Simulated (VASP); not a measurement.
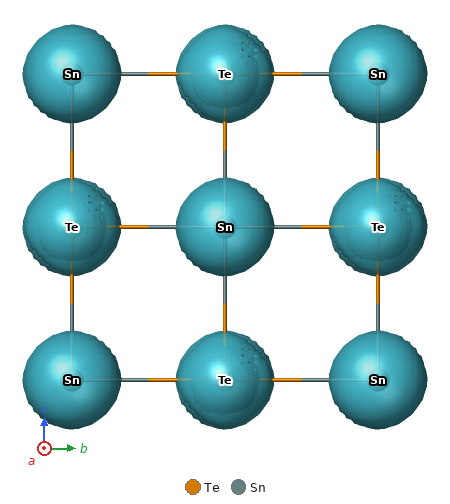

The picture shows: SnTe. Isosurface of the valence electron density at 0.5 e/Å³ (cyan), seen along the a axis. Sticks mark near contacts.

Space group Fm-3m; computed pressure about 2 GPa in this cell.

Level of theory: Kohn-Sham DFT of a periodic cell, PBE, VASP PAW PBE potentials, recommended (VASP 6.6.1).

In a PAW calculation such maps are meaningful between the atoms, not at the nuclei.

How is the density connected at this value?

Answer. At this value the density breaks into separate islands; it holds about 55 % of the electrons treated as valence. It bridges none of the near contacts. It is pinched off along the shortest Sn–Te (3.15 Å) contacts. On the grid the lowest density along these lines, outside the cores, is 0.22 e/Å³ (Sn–Te, 3.15 Å).
